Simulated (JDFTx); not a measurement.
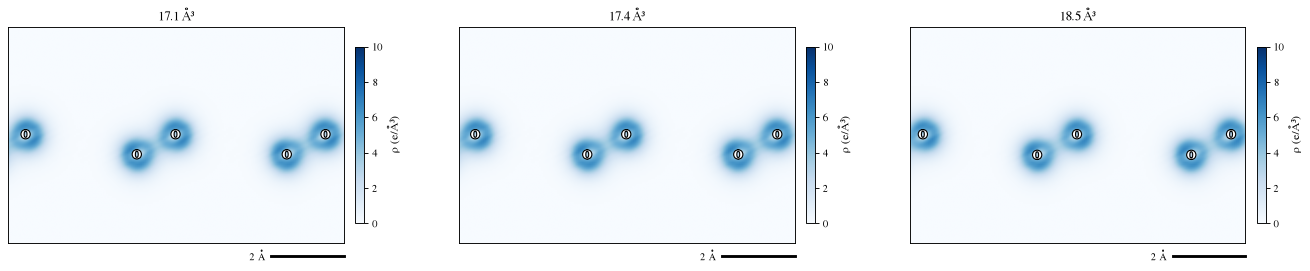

O. The valence charge density (pseudo) of cells scaled evenly to different volumes (given per atom above each panel), on the (11̄0) plane of each (indices in the axes of the cell below), at one length scale and on one colour scale.

A structure from a database of computed crystals, not necessarily the ambient phase.

Method: Kohn-Sham DFT of a periodic cell, PBE, PseudoDojo-SR-PBE-0.5-standard in JDFTx.

In a pseudopotential calculation such maps are meaningful between the atoms, not at the nuclei.

The largest cell:

```cif
data_structure
_symmetry_space_group_name_H-M 'P 1'
_symmetry_Int_Tables_number 1
_cell_length_a 4.2587
_cell_length_b 4.2587
_cell_length_c 4.2587
_cell_angle_alpha 46.966
_cell_angle_beta 46.966
_cell_angle_gamma 46.966
_cell_volume 37.72
loop_
_atom_site_label
_atom_site_type_symbol
_atom_site_fract_x
_atom_site_fract_y
_atom_site_fract_z
_atom_site_occupancy
O1 O 0.05461 0.05461 0.05461 1
O2 O 0.94539 0.94539 0.94539 1
```

| volume (Å³/atom) | O–O contact in the plane (Å) | ρ at its midpoint (e/Å³) | pressure (GPa) | 
| --- | --- | --- | --- |
| 17.05 | 1.198 | 3.736 | −0.4 | 
| 17.41 | 1.206 | 3.637 | −1.5 | 
| 17.77 | 1.215 | ? | ? | 
| 18.50 | 1.231 | 3.395 | −4.3 | 
| 18.86 | 1.239 | 3.311 | −5.0 | 

Question: What values belong in the row with question marks?

Answer: Over the known rows ln ρ falls by 2.89 per Å of O–O distance (a least-squares line), which gives 3.551 e/Å³ at 1.215 Å; the calculation gives 3.543 e/Å³. For the pressure, a straight line in volume between the neighbouring rows gives −2.4 GPa; the calculation gives −2.6.
